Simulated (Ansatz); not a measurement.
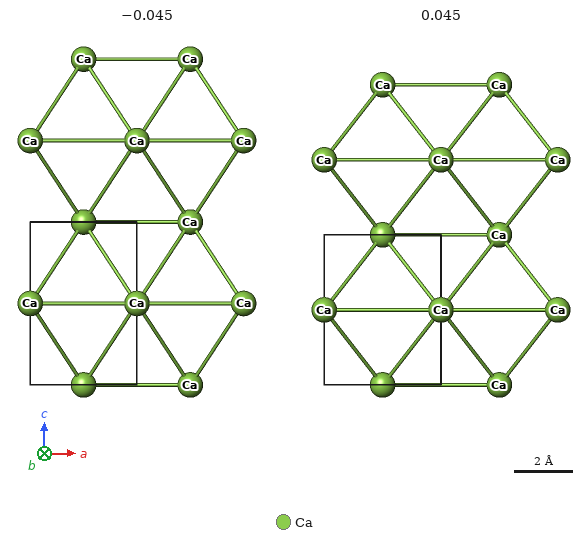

Crystalline Ca (set up in Immm), under uniaxial strain along a (b, c relaxed, atoms fixed by symmetry), with energies (extrapolated to zero smearing) counted from the relaxed crystal, which is the row at zero; the cubic crystal is set up in a tetragonal cell with a = a(cubic)/√2 and c = a(cubic). The picture shows the first and the last member. The picture is a ball-and-stick view of the cell of the calculation, repeated 2 × 1 × 2 with one cell outlined, seen along the b axis.

Computed with Ansatz 0.2.0: DFT PBEsol, scalar-relativistic, plane waves, PAW. Settings: plane-wave cutoff 420 eV; k-point mesh 12 × 12 × 8; occupations gaussian; smearing width 0.1 eV; no spin polarisation; force threshold 0.008 eV/Å.

| strain | energy (meV/atom) | a (Å) | b (Å) | c (Å) |
| --- | --- | --- | --- | --- |
| −0.045 | 6.65 | 3.683 | 3.832 | 5.623 |
| −0.03 | 3.14 | 3.741 | 3.841 | 5.568 |
| −0.015 | 0.93 | 3.799 | 3.853 | 5.504 |
| 0.0 | 0.00 | 3.856 | 3.858 | 5.448 |
| 0.015 | 0.17 | 3.914 | 3.879 | 5.364 |
| 0.03 | ? | ? | ? | ? |
| 0.045 | 3.14 | 4.030 | 3.925 | 5.181 |

**Estimate the missing row from the others, and compare with the calculation.**

A parabola through three neighbouring rows (0.0, 0.015, 0.045) gives, with Lagrange weights, (−0.3333)(0.00) + (1.0000)(0.17) + (0.3333)(3.14) = 1.22 meV/atom. The calculation gives 1.31 meV/atom (a = 3.972 Å, b = 3.901 Å, c = 5.276 Å). The estimate is 0.09 meV/atom too low. From the first member to the last: Ca–Ca 3.683 → 4.030 Å, Ca–Ca 3.832 → 3.925 Å, Ca–Ca 3.869 → 3.824 Å.

The whole series:

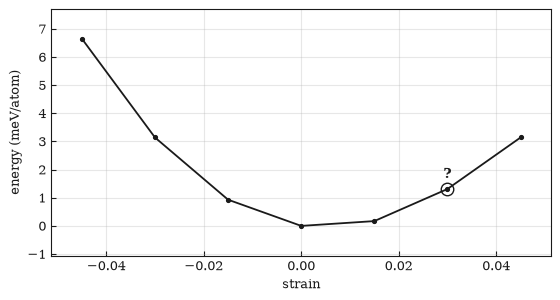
